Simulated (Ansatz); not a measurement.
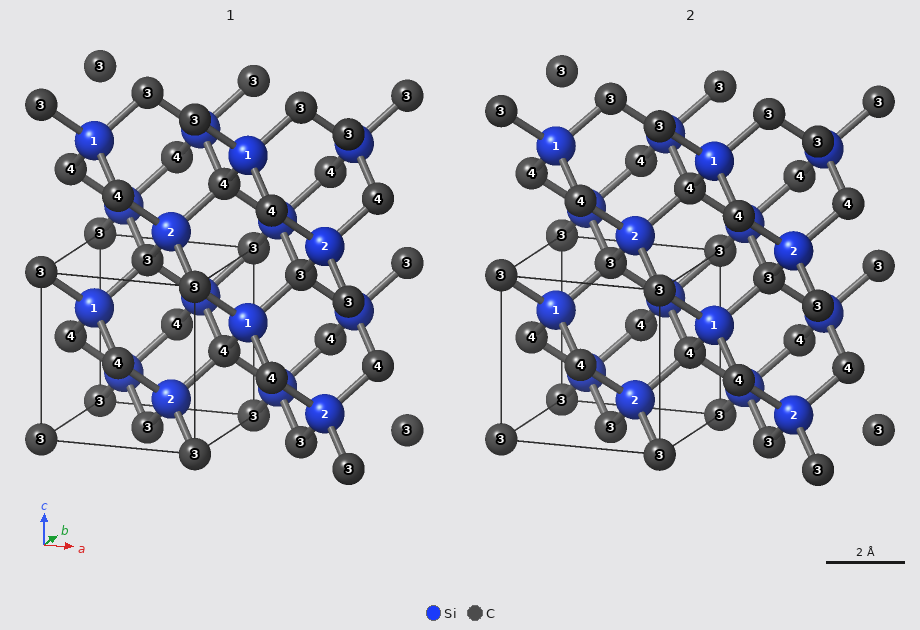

Two geometries of crystalline SiC (set up in F-43m): one is the relaxed structure, the other was perturbed away from it. A ball-and-stick model of the conventional cell (2 times the calculation's cell), repeated 2 × 1 × 2 with one cell outlined, seen slightly off an axis. Lengths and directions refer to the drawn axes.

Method: DFT PBE, scalar-relativistic, plane waves, PAW (Ansatz 0.2.0). Set-up: plane-wave cutoff 420 eV; k-point mesh 10 × 10 × 6; occupations gaussian; smearing width 0.02 eV; no spin polarisation.

> Which one is perturbed?

Structure 1 is the perturbed one. Biaxial strain in the a–b plane, −3.0 %, is applied. The c axis and the atoms are relaxed. The drawn cell changes as follows: a = b 4.380 → 4.248 Å (−3.0 %), c 4.380 → 4.464 Å (+1.9 %); the volume changes by −4.1 %. The atoms keep their places relative to the cell (all moves are under 0.005 Å). Some distances before and after: C–Si 1.896 → 1.871 Å. The space group (tolerance 0.01 Å) goes from F-43m (No. 216) to I-4m2 (No. 119). It costs 26.8 meV per atom. The pressure goes from 0.0 to 9.5 GPa. The principal stresses (compression positive) are 0.0 GPa along c and 14.2 GPa across it.
